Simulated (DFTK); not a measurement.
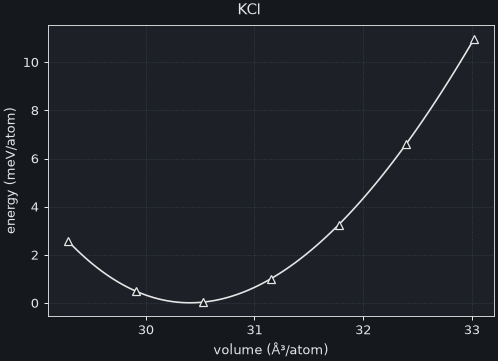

Plotted: energy against volume for KCl, space group Fm-3m (No. 225).

The given structure:
```
CELL_PARAMETERS angstrom
0.00000 3.14647 3.14647
3.14647 0.00000 3.14647
3.14647 3.14647 0.00000
ATOMIC_POSITIONS crystal
K 0.00000 0.00000 0.00000
Cl 0.50000 0.50000 0.50000
```

Computed with DFTK 0.8.2: plane-wave DFT, no spin polarisation; energies at scaled volumes of the given cell, shape and fractions fixed, counted from the fit's minimum, third-order Birch-Murnaghan fit. Level: PBEsol.

k mesh 7×7×7; occupations Fermi–Dirac; smearing width 0.05 eV; potentials dojo.nc.sr.pbesol.v0_4_1.standard; wave cutoff 1007 eV.

From this curve and the settings, what does the calculation give for the pressure at the same points?

The pressure falls from 0.76 GPa at volume 29.28 Å³/atom to −1.24 GPa at 33.02 Å³/atom, and changes sign near 30.40 Å³/atom.

```json
{"volume (Å³/atom)": "29.28", "pressure (GPa)": "0.76"}
{"volume (Å³/atom)": "29.90", "pressure (GPa)": "0.32"}
{"volume (Å³/atom)": "30.53", "pressure (GPa)": "-0.08"}
{"volume (Å³/atom)": "31.15", "pressure (GPa)": "-0.42"}
{"volume (Å³/atom)": "31.77", "pressure (GPa)": "-0.73"}
{"volume (Å³/atom)": "32.40", "pressure (GPa)": "-1.00"}
{"volume (Å³/atom)": "33.02", "pressure (GPa)": "-1.24"}
```
